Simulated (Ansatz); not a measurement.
Consider KTaO2.

Input file:

```
crystal:
  lattice:
    - [6.1841658716, 0.0, 0.0]
    - [-3.0920829358, 5.355644746, 0.0]
    - [0.0, 0.0, 5.1113155442]
  atoms:
    - { symbol: K, position: [0.6666666667, 0.3333333333, 0.5] }
    - { symbol: Ta, position: [0.3333333333, 0.6666666667, 0.5], spin: 0.6 }
    - { symbol: O, position: [0.3333333333, 0.6666666667, 0.867553257] }
    - { symbol: O, position: [0.3333333333, 0.6666666667, 0.132446743] }
basis:
  ecutwfc: 420
kpoints:
  mp_grid: { grid: [12, 12, 10] }
hamiltonian:
  xc: pbe
scf:
  occupations: { method: gaussian, width: 0.1 }
output:
  forces: true
  stress: true
  eigenvalues: true
  populations: true
  write_density: true
  write_potential: true
  elf: true
  volumetric_format: npy
magnetization:
  spin_polarized: true
relax:
  adjacent_minimum: "off"
  f_tol: 0.01
  max_steps: 80
  cell: { stress_tol: 0.05 }
```

Command:

```sh
ansatz run input.yaml --threads 1 --pin off --max-ram 2560MiB --backend cpu --events-out ev --progress --plain --runs-dir out
```

Below, planes, directions and counts refer to the conventional cell (a = 6.29 Å, b = 6.29 Å, c = 5.12 Å, α = 90.00°, β = 90.00°, γ = 120.00°).

The fields are those of the run's last geometry, not of the input's.

Space group P-6m2; a structure generated by program, which may or may not match a known phase; spin-polarised.

Level of theory: Ansatz, DFT PBE, scalar-relativistic, plane waves, PAW.

Predict the valence pseudo-density, electron localisation function and spin density between the atoms.

Answer. Ta–O (1.88 Å): the density is about 1.1 e/Å³ at the midpoint, with its minimum of 0.94 e/Å³ about 1.0 Å from Ta; the ELF peaks at about 0.70 in the valence shell of O, 0.5 Å from its nucleus, and drops to about 0.15 between the two atoms (no localised pair shows between them).
K–O (4.09 Å): ρ at the midpoint is about 0.04 e/Å³; the ELF is about 0.25 at the midpoint and 0.05 at its lowest between the atoms: no shared electron pair shows on this line.
The spin density sits on Ta: +0.6 μB in one cell of 4 atoms, with smaller moments on other sites: K (up to +0.06 μB): parallel main moments, as they must be, since the calculation's own cell holds one magnetic site. The cell of the calculation (4 atoms) carries 2.0 μB of net spin moment.

Does the calculation give a band gap?

Answer. It is gapped, with a Kohn–Sham gap of 0.59 eV on the k-point mesh (the band edges may lie off the mesh, which would make the gap smaller).

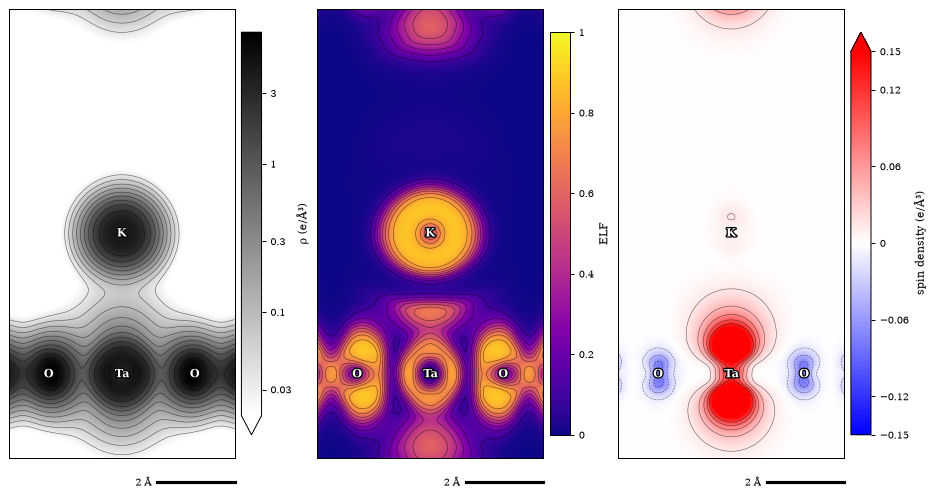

Computed valence pseudo-density, electron localisation function and spin density on the (110) plane of the conventional cell, in this order. 

Core electrons are frozen (PAW), and the valence fields are smoothed inside the atomic spheres.
